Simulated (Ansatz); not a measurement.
**Geometry relaxation of ZrSe2 (part 2 of 2)**

Continued. System: ZrSe2 (P-3m1, 3 atoms in the cell). Method: DFT with r2SCAN, PAW plane waves, no spin polarisation (Ansatz 0.2.0); cutoff 500 eV, 6×6×4 k-mesh, Fermi–Dirac smearing of 0.0782 eV. The structure derives from an entry of the Crystallography Open Database.

Geometry of the input (Å; fractional positions):
```
1.9189  3.3236  0.0000
-1.9189  3.3236  0.0000
0.0000  0.0000  6.2568
Zr 0.0000  0.0000  0.0000
Se 0.3333  0.3334  0.2500
Se 0.6667  0.6666  0.7500
```

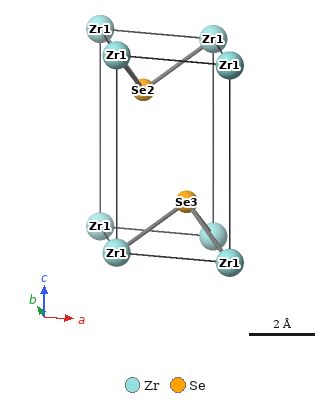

Figure 1. The geometry at step 3 of the log (ball-and-stick view of the reduced cell, seen at an oblique angle; atoms are numbered from 1 in the order of the input).

The program's output, continued:
```
SCF iter   1: F=-15156.007283 eV  HF=-15156.007295 eV  |F-HF|=1.22e-5  |Δ(HF+E_count)|=         —  Δρ=1.37e-4  dr2=5.90e-5  dr2_τ=2.78e-5  ethr=1.31e-7  ⟨swp⟩=2.0  Hψ=3158  notcnv=0
preconditioner: auto → Resta (q_TF=auto, 2.466 Å⁻¹)  ε∞=5.0  [insulator: Δε(μ)=0.777 eV  Ē_g=8.260 eV  σ=0.078 eV  W_gap=0.99  n_scr=22 (ndim 8)  ℏωp=16.5 eV  f_vac=0.110  D(μ)=0.01/eV (n_scr^D=0)  ε∞_Penn≈5.0]
SCF iter   2: F=-15156.007327 eV  HF=-15156.007328 eV  |F-HF|=9.09e-7  |Δ(HF+E_count)|=   3.29e-5  Δρ=6.06e-5  dr2=3.79e-6  dr2_τ=7.51e-7  ethr=1.31e-7  ⟨swp⟩=2.0  Hψ=891  notcnv=0
SCF iter   3: F=-15156.007330 eV  HF=-15156.007330 eV  |F-HF|=1.12e-7  |Δ(HF+E_count)|=   2.04e-6  Δρ=2.96e-5  dr2=1.09e-6  dr2_τ=4.07e-8  ethr=8.62e-9  ⟨swp⟩=2.0  Hψ=840  notcnv=0
SCF iter   4: F=-15156.007330 eV  HF=-15156.007330 eV  |F-HF|=1.21e-8  |Δ(HF+E_count)|=   2.09e-7  Δρ=9.30e-6  dr2=1.19e-7  dr2_τ=1.82e-9  ethr=2.47e-9  ⟨swp⟩=3.0  Hψ=1152  notcnv=0
SCF iter   5: F=-15156.007330 eV  HF=-15156.007330 eV  |F-HF|=4.85e-9  |Δ(HF+E_count)|=   2.90e-8  Δρ=3.61e-6  dr2=1.55e-8  dr2_τ=3.61e-10  ethr=2.69e-10  ⟨swp⟩=3.0  Hψ=1080  notcnv=0
SCF iter   6: F=-15156.007330 eV  HF=-15156.007330 eV  |F-HF|=8.04e-10  |Δ(HF+E_count)|=   6.71e-9  Δρ=1.03e-6  dr2=9.48e-10  dr2_τ=3.92e-11  ethr=2.67e-11  ⟨swp⟩=7.6  Hψ=3578  notcnv=0
SCF 6 converged in 6 iterations: F = -15156.007330 eV  dr2 = 9.48e-10
relax step   6: F+E_penalty+E_count = -15156.00733025 eV  Δ(F+E_penalty+E_count) = +3.836e-7 eV  max|allowed force component| = 3.881e-4 eV/Å  Δτ_max = 0.0009 Å  P = +0.001 GPa  Ω = 80.739 Å³  energy of the carried Pulay correction = -1.454e-4 eV  (6 SCF iters, dr2 threshold 1.17e-8 eV, accepted)
Initial wavefunctions: pseudopotential atomic-orbital guess (no wavefunctions were taken with the density)
iter 1 solved again at ethr=7.87e-8 eV; its pass at ethr=3.10e-3 eV (dr2=3.46e-5 eV) is discarded
SCF iter   1: F=-15156.007505 eV  HF=-15156.007402 eV  |F-HF|=1.04e-4  |Δ(HF+E_count)|=         —  Δρ=9.60e-5  dr2=2.46e-7  dr2_τ=1.27e-6  ethr=7.87e-8  ⟨swp⟩=3.2  Hψ=4557  notcnv=0
preconditioner: auto → Resta (q_TF=auto, 2.466 Å⁻¹)  ε∞=5.0  [insulator: Δε(μ)=0.774 eV  Ē_g=8.258 eV  σ=0.078 eV  W_gap=0.99  n_scr=22 (ndim 8)  ℏωp=16.5 eV  f_vac=0.110  D(μ)=0.01/eV (n_scr^D=0)  ε∞_Penn≈5.0]
SCF iter   2: F=-15156.007506 eV  HF=-15156.007490 eV  |F-HF|=1.65e-5  |Δ(HF+E_count)|=   8.84e-5  Δρ=4.88e-5  dr2=6.48e-8  dr2_τ=5.90e-7  ethr=5.60e-10  ⟨swp⟩=2.1  Hψ=1186  notcnv=0
SCF iter   3: F=-15156.007506 eV  HF=-15156.007506 eV  |F-HF|=3.30e-9  |Δ(HF+E_count)|=   1.65e-5  Δρ=1.52e-6  dr2=1.34e-9  dr2_τ=3.13e-10  ethr=1.47e-10  ⟨swp⟩=2.0  Hψ=1183  notcnv=0
SCF iter   4: F=-15156.007506 eV  HF=-15156.007506 eV  |F-HF|=4.33e-10  |Δ(HF+E_count)|=   3.71e-9  Δρ=5.78e-7  dr2=2.41e-10  dr2_τ=4.87e-11  ethr=3.04e-12  ⟨swp⟩=2.0  Hψ=1152  notcnv=0
SCF iter   5: F=-15156.007506 eV  HF=-15156.007506 eV  |F-HF|=7.64e-11  |Δ(HF+E_count)|=  4.78e-10  Δρ=2.28e-7  dr2=5.33e-11  dr2_τ=4.97e-12  ethr=1.00e-12  ⟨swp⟩=2.0  Hψ=837  notcnv=0
SCF iter   6: F=-15156.007506 eV  HF=-15156.007506 eV  |F-HF|=9.09e-12  |Δ(HF+E_count)|=  7.46e-11  Δρ=8.64e-8  dr2=6.90e-12  dr2_τ=8.40e-13  ethr=1.00e-12  ⟨swp⟩=5.8  Hψ=2567  notcnv=0
SCF 7 converged in 6 iterations: F = -15156.007506 eV  dr2 = 6.90e-12
relax step   7: F+E_penalty+E_count = -15156.00750646 eV  Δ(F+E_penalty+E_count) = -1.762e-4 eV  max|allowed force component| = 4.306e-4 eV/Å  Δτ_max = 0.0000 Å  P = +0.002 GPa  Ω = 80.739 Å³  stress off target by 8.37e-3 GPa  SCF on the basis re-selected at this cell (its energy is not comparable with the rows above)  (6 SCF iters)
```

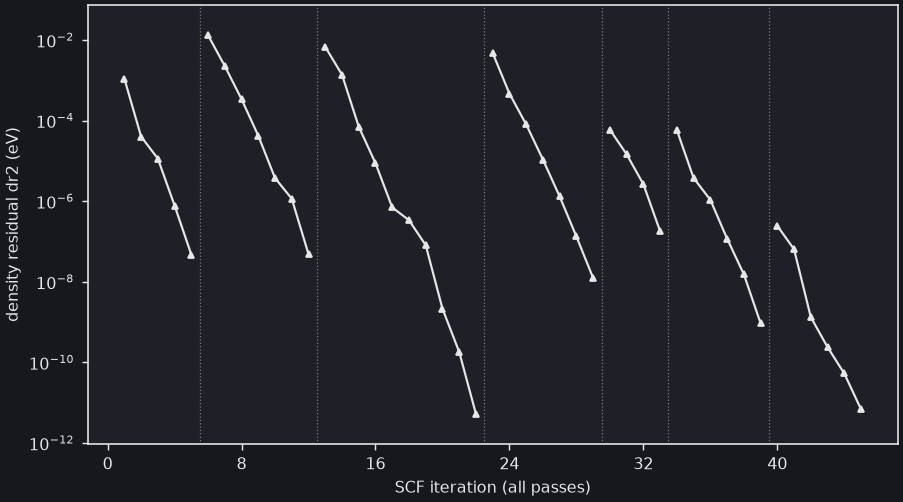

Figure 2. Convergence of the self-consistent field: density residual dr2 against the SCF iteration. The dotted lines part the SCF passes of the relaxation: geometry steps, rejected trials and re-solves on a re-selected basis. The 7 passes take 4 to 10 iterations each, 45 in all.

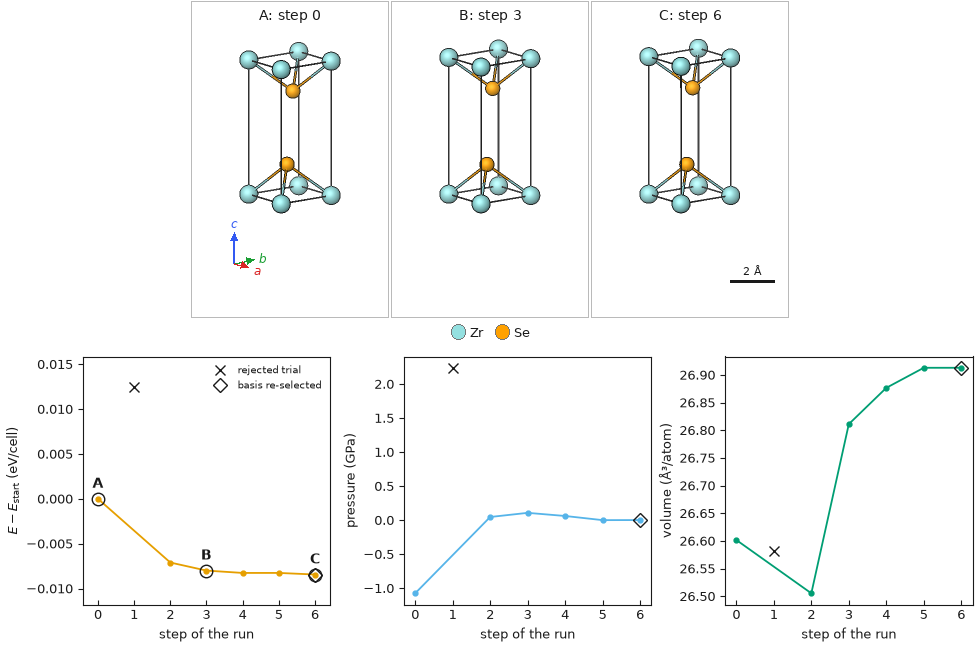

Figure 3. Frames of the relaxation (ball-and-stick view of the reduced cell, seen slightly off an axis) above the curves, on which the letters mark them (the first geometry is step 0 here and step 1 in the log).

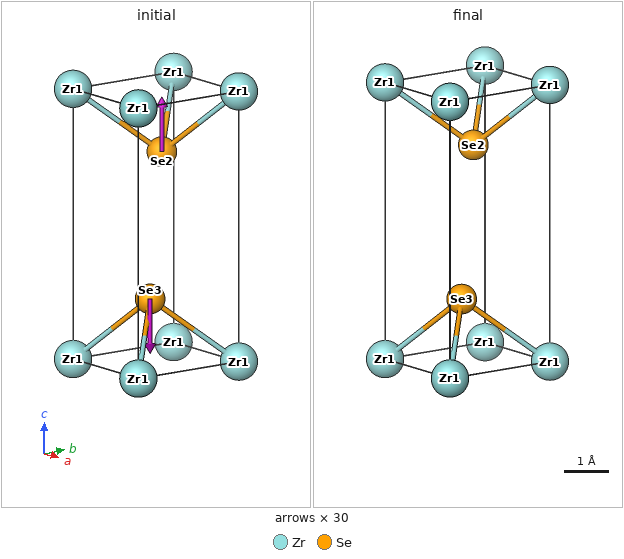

Figure 4. Before (left) and after (right) the relaxation, at one scale (ball-and-stick view of the reduced cell, seen slightly off an axis). The pink arrows give the displacements (without the part carried along by the change of the cell), magnified 30 times. The energy falls by 8.3 meV per cell of the calculation in 5 geometry steps. The largest force component goes from 0.19 to 0.00043 eV/Å. The pressure goes from −1.07 to 0.00 GPa. The line search rejected the trial step at point 1 (counted from 0) and went back. The largest moves relative to the cell, 0.043 Å, are those of Se2 and Se3. Zr stays in place. The drawn cell changes as follows: a = b 3.838 → 3.815 Å (−0.6 %), c 6.257 → 6.407 Å (+2.4 %); the volume changes by +1.2 %. Distances before and after: Zr1–Se2 2.712 → 2.698 Å. The space group stays P-3m1 (No. 164). A last SCF at the same geometry on a re-selected plane-wave basis shifts the energy by −0.2 meV per cell of the calculation. (Atoms are counted from 1 in the order of the input.)

```
basis re-selected at this cell: Δ(F+E_penalty+E_count) = -1.762e-4 eV, ΔP = +0.001 GPa vs the last step (what re-selecting the basis moved, of the pressure what is left beyond the Pulay correction that the steps carried, after the strain that the cell walked since its last selection, with what the two solves' SCF thresholds leave and, on support functions, any second-order correction that the steps lacked; it is no measure of the basis error at this ecutwfc). This SCF's stress stands 8.37e-3 GPa from its target on what of the cell is left free (relax.cell.stress_tol is 5.00e-2 GPa) and its largest allowed force component is 4.31e-4 eV/Å (relax.f_tol is 3.00e-2 eV/Å): within both
SCF converged after 6 iterations
Free energy (F): -15156.007506 eV
Harris-Foulkes:  -15156.007506 eV  (|F-HF|=9.09e-12)
Internal energy: -15156.006911 eV  (E = F + TS)
E sigma→0 (E₀):  -15156.007209 eV
Entropy (-TS):   -0.000595 eV (-0.198 meV/atom)
Fermi energy:    8.159766 eV
--- Per-component energies (eV) ---
  E_band       = -959.862097
  E_kinetic    = 569.293912
  E_local      = -6110.859501  (includes V_loc(G=0)·N_el)
  E_nonlocal   = -1114.172797
  E_hartree    = 2880.751201
  E_xc         = -353.451018
  E_vxc        = -423.616673  (∫ρ·V_xc dr)
  E_paw        = -6819.429159  (= ΣΔE_a)
  E_vpaw       = 335.337190  (= ΣTr[D̂ρ^β])
  E_aug_tail   = -0.000407  (compensation charges beyond the density's cutoff)
  E_vtau       = 22.653651  (kinetic-family band-sum trace: ∫τ·v_τ [+ j·A + Jᵃ·Aᵃ] dr)
  E_ewald      = -4204.444859
  E_core_change = -3.694282  (= ΣΔE_core)
  E_smearing   = -0.000595  (= −TS)
  E_closure    = 0.000000  (closes the sum)
  Σ components = -15156.007506   (vs F -15156.007506, Δ=0.00e0)
--- Forces (eV/Å), atoms counted from 1 ---
  atom   1  Zr    -0.00000000     0.00000000     0.00000000
  atom   2  Se     0.00000000    -0.00000000    -0.00043060
  atom   3  Se    -0.00000000     0.00000000     0.00043060
  max |Σ_I F_I| component: 9.25e-18 eV/Å
--- Stress (GPa, compression-positive) ---
       -0.001678      -0.000000      -0.000000
       -0.000000      -0.001678       0.000000
       -0.000000       0.000000       0.008368
  P = ⅓ Tr σ = 0.0017 GPa (0.017 kbar)
--- Band table (eV; the first three rows and the last of 24) ---
  k-point 0: bands = ["-43.3809", "-39.7036", "-39.7036", "-39.7036", "-39.7036", "-39.6972", "-39.6970", "-39.6953", "-39.6953", "-39.6951", "-39.6951", "-20.7063", "-20.5975", "-20.5975", "-5.7007", "-4.5162", "3.2822", "5.0886", "5.0886", "7.6728", "7.7736", "7.7736", "9.1999", "9.1999", "9.7656", "12.4761", "12.4761"]
  k-point 1: bands = ["-43.3809", "-39.7037", "-39.7037", "-39.7035", "-39.7035", "-39.6972", "-39.6970", "-39.6953", "-39.6953", "-39.6951", "-39.6951", "-20.7064", "-20.5975", "-20.5975", "-5.6188", "-4.6393", "3.6516", "5.1045", "5.1045", "6.8273", "7.7164", "7.7164", "9.1911", "9.1911", "10.0306", "12.6118", "12.6118"]
  k-point 2: bands = ["-43.3809", "-39.7038", "-39.7038", "-39.7035", "-39.7035", "-39.6971", "-39.6971", "-39.6953", "-39.6953", "-39.6951", "-39.6951", "-20.7065", "-20.5975", "-20.5975", "-5.5123", "-4.7859", "4.2107", "5.1207", "5.1207", "5.9410", "7.6603", "7.6603", "9.1821", "9.1821", "10.1605", "12.7535", "12.7535"]
  k-point 23: bands = ["-43.3695", "-39.7037", "-39.7036", "-39.7036", "-39.7011", "-39.6967", "-39.6967", "-39.6949", "-39.6949", "-39.6949", "-39.6948", "-20.7207", "-20.7207", "-20.6561", "-4.5329", "-4.5329", "4.1923", "4.1923", "4.4620", "5.5713", "5.7737", "5.7737", "9.9447", "10.4104", "10.4104", "12.8653", "12.8653"]
--- Relaxed structure (6 steps of the walk, 5 accepted, 1 SCFs on fresh bases) ---
  F+E_penalty+E_count = -15156.00750646 eV   max|allowed force component| = 4.306e-4 eV/Å   (the final SCF, on the basis selected at the relaxed cell)
  cell:  # Å, volume = 80.7387 Å³
    - [1.9073212669016488, 3.303577340630295, 4.419828477055278e-18]
    - [-1.9073212669016488, 3.303577340630295, -4.419828477055272e-18]
    - [1.441158205179791e-17, 1.7160458046867842e-32, 6.406830442873398]
  atoms:
    - { symbol: Zr, position: [2.320186825787495e-34, -2.384573149627383e-34, 3.7092061506874214e-68] }
    - { symbol: Se, position: [0.33333333333333337, 0.33333333333333337, 0.24331758067390535] }
    - { symbol: Se, position: [0.6666666666666667, 0.6666666666666667, 0.7566824193260945] }
--- Löwdin populations: 3 sites ---
  site symbol       q [e]
     0     Zr     11.1354
     1     Se     16.3676
     2     Se     16.3676
  spilling = 0.002941 (of n_electrons = 44.000000)
--- Bader charges: 3 sites ---
  site symbol  charge [e]  shift [e]
     0     Zr      2.0489     0.0009
     1     Se     -1.0245     0.0004
     2     Se     -1.0245     0.0004
  estimated error of the sums over rays = 5.8e-4 e
```

Trajectory as extended XYZ (Å, eV, eV/Å), 7 frames, from step=1 to step=7:
```
3
Lattice="1.9189 3.3236 0.0000 -1.9189 3.3236 0.0000 0.0000 0.0000 6.2568" Properties=species:S:1:pos:R:3:forces:R:3 step=1 energy=-15155.99907 pressure_GPa=-1.07
Zr    0.0000    0.0000    0.0000    0.0000   0.0000   0.0000
Se    0.0000    2.2157    1.5642    0.0000   0.0000  -0.1922
Se    0.0000    4.4314    4.6926    0.0000   0.0000   0.1922
3
Lattice="1.9036 3.2972 0.0000 -1.9036 3.2972 0.0000 0.0000 0.0000 6.3526" Properties=species:S:1:pos:R:3:forces:R:3 step=2 energy=-15155.98656 pressure_GPa=2.24 accepted=F
Zr    0.0000    0.0000    0.0000    0.0000   0.0000   0.0000
Se    0.0000    2.1981    1.5178    0.0000   0.0000   0.4696
Se    0.0000    4.3963    4.8347    0.0000   0.0000  -0.4696
3
Lattice="1.9073 3.3036 0.0000 -1.9073 3.3036 0.0000 0.0000 0.0000 6.3096" Properties=species:S:1:pos:R:3:forces:R:3 step=3 energy=-15156.00617 pressure_GPa=0.05
Zr    0.0000    0.0000    0.0000    0.0000   0.0000   0.0000
Se    0.0000    2.2024    1.5597    0.0000   0.0000  -0.0286
Se    0.0000    4.4048    4.7500    0.0000   0.0000   0.0286
3
Lattice="1.9091 3.3066 0.0000 -1.9091 3.3066 0.0000 0.0000 0.0000 6.3710" Properties=species:S:1:pos:R:3:forces:R:3 step=4 energy=-15156.00707 pressure_GPa=0.11
Zr    0.0000    0.0000    0.0000    0.0000   0.0000   0.0000
Se    0.0000    2.2044    1.5536    0.0000   0.0000   0.0329
Se    0.0000    4.4088    4.8174    0.0000   0.0000  -0.0329
3
Lattice="1.9069 3.3029 0.0000 -1.9069 3.3029 0.0000 0.0000 0.0000 6.4010" Properties=species:S:1:pos:R:3:forces:R:3 step=5 energy=-15156.00733 pressure_GPa=0.06
Zr    0.0000    0.0000    0.0000    0.0000   0.0000   0.0000
Se    0.0000    2.2019    1.5584    0.0000   0.0000   0.0077
Se    0.0000    4.4038    4.8426    0.0000   0.0000  -0.0077
3
Lattice="1.9073 3.3036 0.0000 -1.9073 3.3036 0.0000 0.0000 0.0000 6.4068" Properties=species:S:1:pos:R:3:forces:R:3 step=6 energy=-15156.00733 pressure_GPa=0.00
Zr    0.0000    0.0000    0.0000    0.0000   0.0000   0.0000
Se    0.0000    2.2024    1.5589    0.0000   0.0000  -0.0004
Se    0.0000    4.4048    4.8479    0.0000   0.0000   0.0004
3
Lattice="1.9073 3.3036 0.0000 -1.9073 3.3036 0.0000 0.0000 0.0000 6.4068" Properties=species:S:1:pos:R:3:forces:R:3 step=7 energy=-15156.00751 pressure_GPa=0.00
Zr    0.0000    0.0000    0.0000    0.0000   0.0000   0.0000
Se    0.0000    2.2024    1.5589    0.0000   0.0000  -0.0004
Se    0.0000    4.4048    4.8479    0.0000   0.0000   0.0004
```

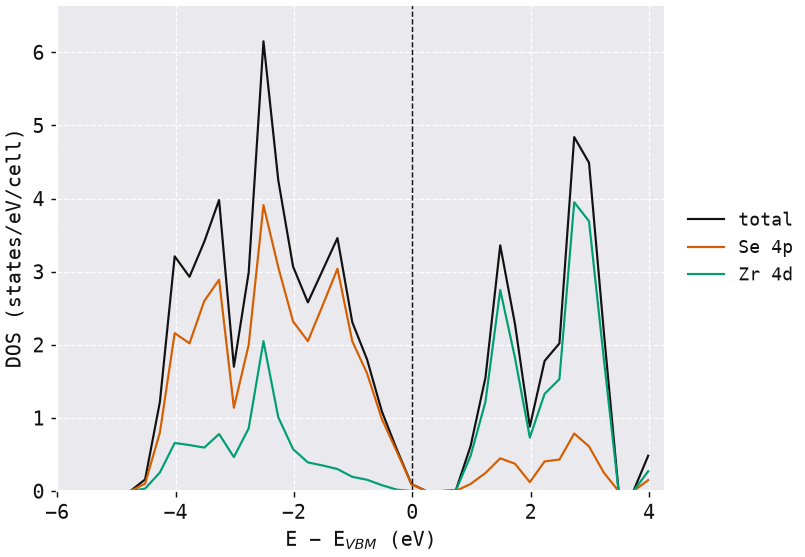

Figure 5. Density of states (projected on Löwdin-orthogonalised atomic shells), with energies from the valence-band top. There is a gap of 0.77 eV on the k-point mesh.

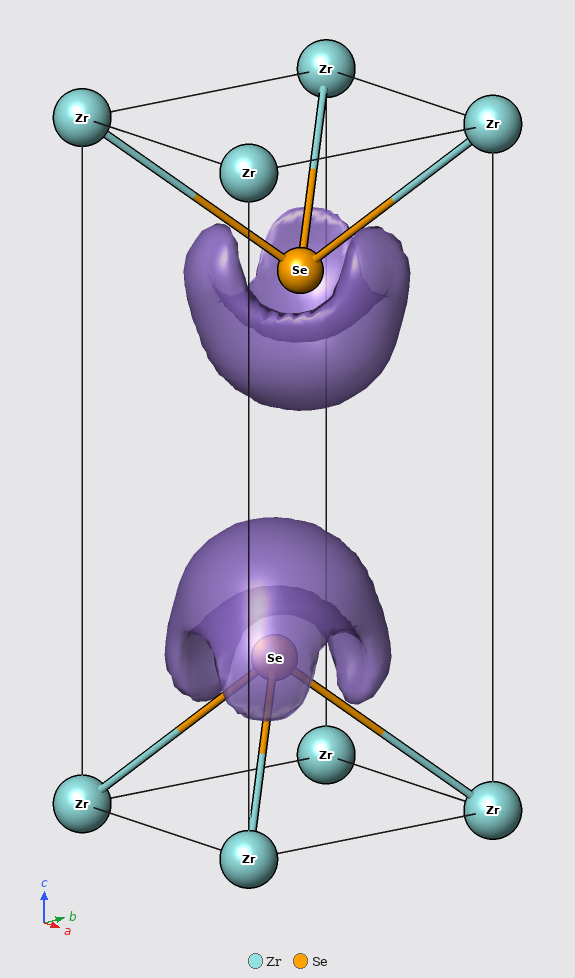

Figure 6. Isosurface of the electron localisation function at 0.8 (purple), seen slightly off an axis. Core shells and regions of very low density are left out. Sticks mark near contacts. The outline is the cell set on symmetry axes. Along the contacts the grid gives the following. Zr–Se (2.70 Å): the ELF is about 0.45 at the midpoint. The fields are those of the smooth PAW valence density.

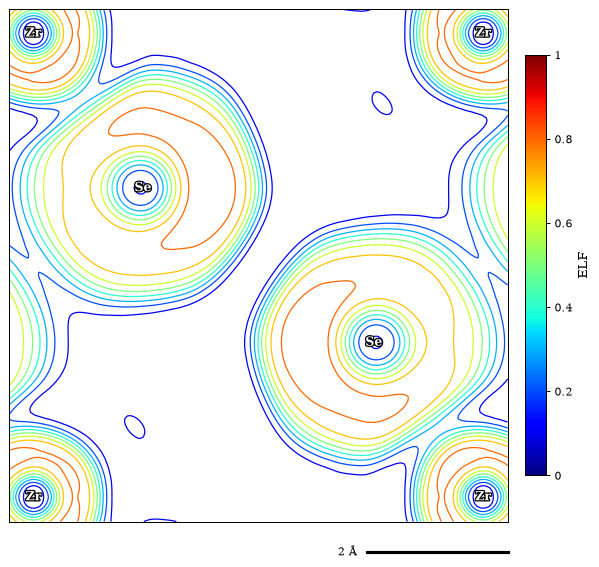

Figure 7. Electron localisation function on the (110) plane of the conventional cell. The plane passes through Zr and Se nuclei. Zr–Se (2.70 Å): the ELF is about 0.45 at the midpoint. The strong features right at Zr lie inside the PAW spheres (semicore, d or f shells) and say nothing about bonding.
